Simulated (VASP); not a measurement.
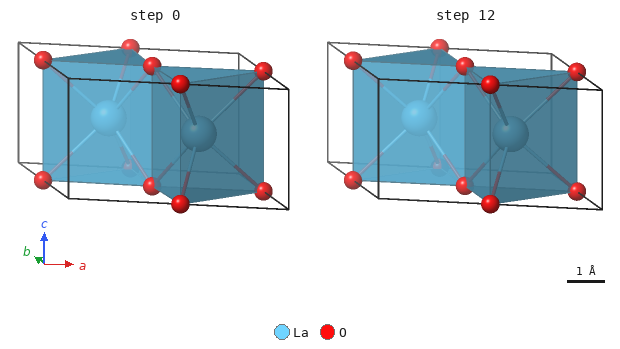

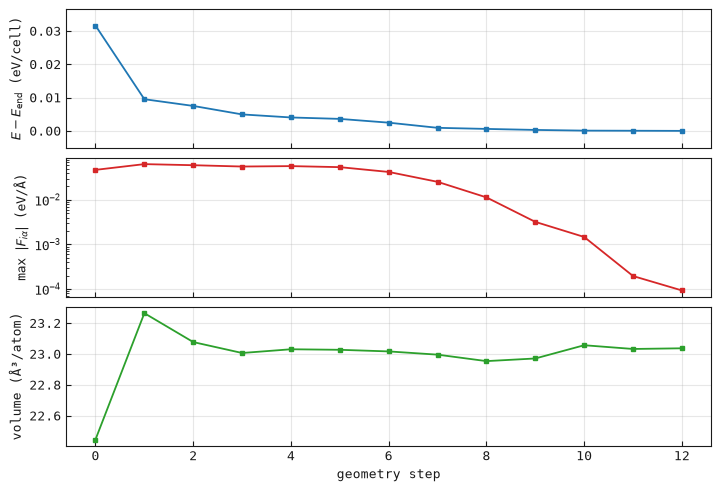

First and last geometry of a relaxation of a crystal of La$_{2}$O$_{3}$ (set up in P-62m), with the history of the run. A polyhedral model of the cell of the calculation, seen slightly off an axis.

The run lets cell and atoms move.

Theory: VASP 6.6.1, Kohn-Sham DFT of a periodic cell, PBE, VASP PAW PBE potentials, recommended.

The input:
```
SYSTEM = La2O3
PREC = Accurate
ENCUT = 600
EDIFF = 1E-6
ISMEAR = 0
SIGMA = 0.01
LREAL = .False.
LASPH = .True.
NELM = 100
ALGO = Normal
ISIF = 3
LWAVE = .False.
LCHARG = .False.
GGA = PE
IBRION = 2
NSW = 80
EDIFFG = -0.01
```

Command:
```bash
cat potpaw_PBE.64/La/POTCAR potpaw_PBE.64/O/POTCAR > POTCAR
mpirun -np 1 vasp_std > vasp.out
```

Q: What do the curves and the structures tell?

A: It converged. The largest moves relative to the cell, 0.051 Å, are those of O atoms. La stays in place. The volume changes by +2.6 %, with a = b 6.267 → 6.364 Å (+1.5 %), c 3.300 → 3.284 Å (−0.5 %). Near-neighbour distances that change, for instance: La–La 3.300 → 3.284 Å, La–O 2.449 → 2.464 Å. Bond angles that change, for instance: La–O–La 177.6° → 180.0°. The space group (tolerance 0.01 Å) goes from P-62m (No. 189) to P6/mmm (No. 191). Over 12 geometry steps the energy falls by 31.6 meV per cell of the calculation. The largest force component goes from 0.047 to under 0.0001 eV/Å. Pressure: 1.78 GPa at the start and 0.01 GPa at the end.
